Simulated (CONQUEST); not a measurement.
# ZnS: 7 runs along one coordinate

System: ZnS (4 atoms in the cell).
Method: Kohn-Sham DFT of a periodic cell, LDA, PseudoDojo NC LDA, no spin polarisation (CONQUEST 1.3).

The 7 runs differ only in the geometry, by an even scaling of the cell at fixed fractional positions. The structure derives from an entry of the Crystallography Open Database.

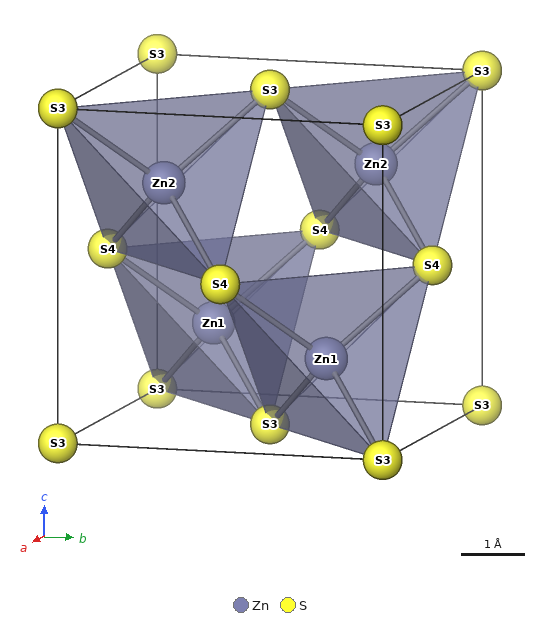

Figure 1. The structure of run 4 (polyhedral view of the cell 2 times as large as that of the calculation, set on its symmetry axes, seen slightly off an axis; polyhedra are completed across the faces of the cell; atoms are numbered from 1 in the order of the input).

### Input of run 4
```
IO.Title ZnS
IO.Coordinates coords.dat
IO.FractionalAtomicCoords T
IO.Iprint 2
IO.Iprint_init 1
General.NumberOfSpecies 2
General.PseudopotentialType hamann
AtomMove.TypeOfRun static
AtomMove.FullStress T
Grid.PointsAlongX 36
Grid.PointsAlongY 36
Grid.PointsAlongZ 60
DM.SolutionMethod diagon
Diag.MPMesh T
Diag.GammaCentred T
Diag.MPMeshX 7
Diag.MPMeshY 7
Diag.MPMeshZ 5
Diag.kT 0.00183747
minE.SCTolerance 1e-6
SC.MaxIters 100
IO.AtomChargeOutput T
%block ChemicalSpeciesLabel
1 65.390 Zn
2 32.070 S
%endblock
```

Command:
```bash
Conquest
```

Lattice vectors (Å) and fractional positions of run 4:
```
   3.821205    0.000000    0.000000
   0.000000    3.821205    0.000000
   0.000000    0.000000    5.404000
Zn  0.000000  0.500000  0.250000
Zn  0.500000  0.000000  0.750000
S   0.000000  0.000000  0.000000
S   0.500000  0.500000  0.500000
```

Run 6 has the same physical settings and fractional positions; its lattice vectors (Å) are:
```
   3.871490    0.000000    0.000000
   0.000000    3.871490    0.000000
   0.000000    0.000000    5.475113
```

### Results, with one run withheld

| run | volume per atom (Å³) | free energy per atom, from the lowest run given (meV) | pressure (GPa) | gap on the mesh (eV) |
| --- | --- | --- | --- | --- |
| 1 | 18.543 | 5.52 | 2.73 | 2.47 |
| 2 | 18.938 | 0.67 | 1.24 | 2.34 |
| 3 | 19.332 | 0.00 | −0.68 | 2.23 |
| 4 | 19.727 | 3.46 | −2.02 | 2.11 |
| 5 | 20.121 | 10.10 | −3.38 | 2.01 |
| 6 | 20.516 | ? | ? | ? |
| 7 | 20.910 | 32.74 | −5.68 | 1.81 |

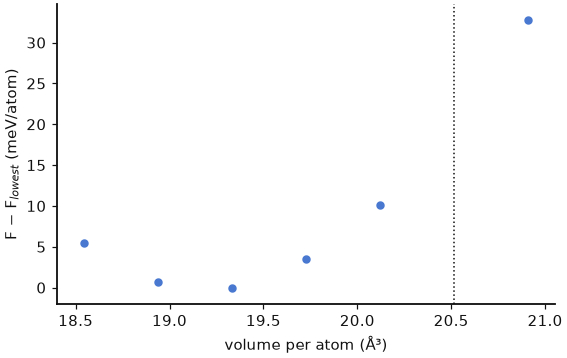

Figure 2. Free energy per atom of the runs given; the dotted line marks run 6.

Fit the runs given and predict run 6.

A cubic polynomial in V^(−2/3) (the Birch–Murnaghan form), fitted to the 6 runs given, misses them by at most 0.08 meV per atom. With x = V^(−2/3) − 0.13770 Å⁻², it reads F = 1.6281 − 1995 x + 5.4696e+05 x² + 4.3529e+05 x³ (meV per atom). At run 6 it gives 20.05 meV per atom, and the run itself gives 20.07. The slope of the fit gives a pressure −dF/dV of −4.61 GPa there, and the run prints −4.69 GPa. The two needn't agree exactly: the fit is approximate, and the printed stress is taken on a finite basis. The fit has its minimum at 19.189 Å³ per atom, where V d²F/dV² gives 79.4 GPa: the bulk modulus at this level, since symmetry fixes the shape and the positions. The gap on the mesh goes, without turning, from 2.47 eV in run 1 to 1.81 eV in run 7; run 6 has 1.90 eV. These are gaps of this functional on this mesh, which can miss the band edges; they aren't the measured gap.

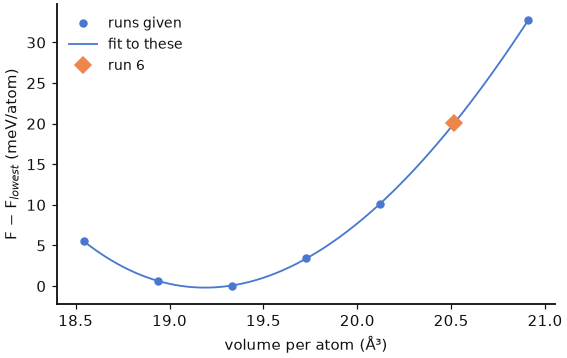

Figure 3. The fit and the withheld run.

### Some lines of the output (run 6)
```
[...]
      Using Fermi-Dirac smearing
          DFT Total Energy                 :      -439.978480111935085 Ha
          DFT Total Energy                 :      -440.024491443134934 Ha
          DFT Total Energy                 :      -440.026285964786666 Ha
          DFT Total Energy                 :      -440.026294688635517 Ha
          DFT Total Energy                 :      -440.026294861920633 Ha
          DFT Total Energy                 :      -440.026294871792118 Ha
      |* DFT total energy        =      -440.026294871792118 Ha
    force: Average pressure:     -4.68876629 GPa
```

Notes: With a small basis of atomic orbitals these values can differ much from converged plane-wave results.
